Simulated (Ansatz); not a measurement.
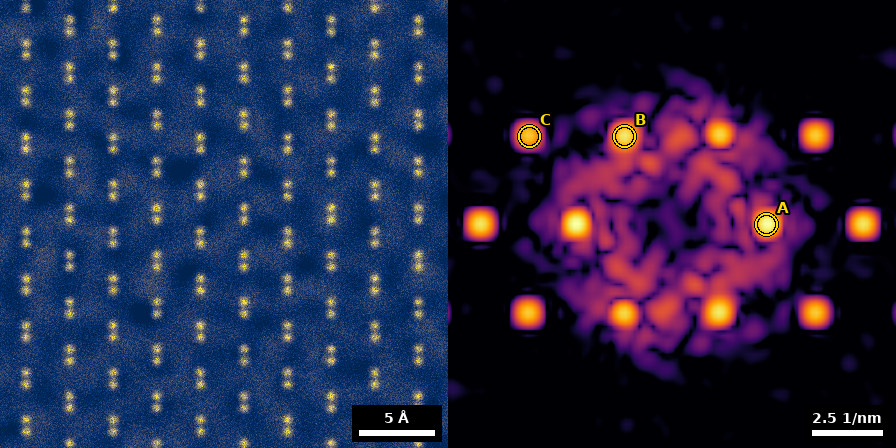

Dark-field STEM-like image of Sn (I4_1/amd, No. 141) along [100]. Simulated incoherent Z contrast: every atom adds Z^1.6 spread by a probe of 0.50 Å full width; channelling and multiple scattering are left out. Shot noise and the speckle of an amorphous layer were added. Model: the input geometry of a calculation.

The right panel is the modulus of the image's Fourier transform on a logarithmic scale.

a = 5.839 Å, b = 5.839 Å, c = 3.151 Å, α = 90.00°, β = 90.00°, γ = 90.00°

**Index the marked spots and give their plane spacings (the zone axis points at the viewer; indices equivalent by symmetry, or all signs reversed, are as good).**

A: (0 -2 0), d = 2.92 Å; B: (0 1 -1), d = 2.77 Å; C: (0 3 -1), d = 1.66 Å. A and B enclose 118°, and every spot obeys the zone law hu + kv + lw = 0 for [100].
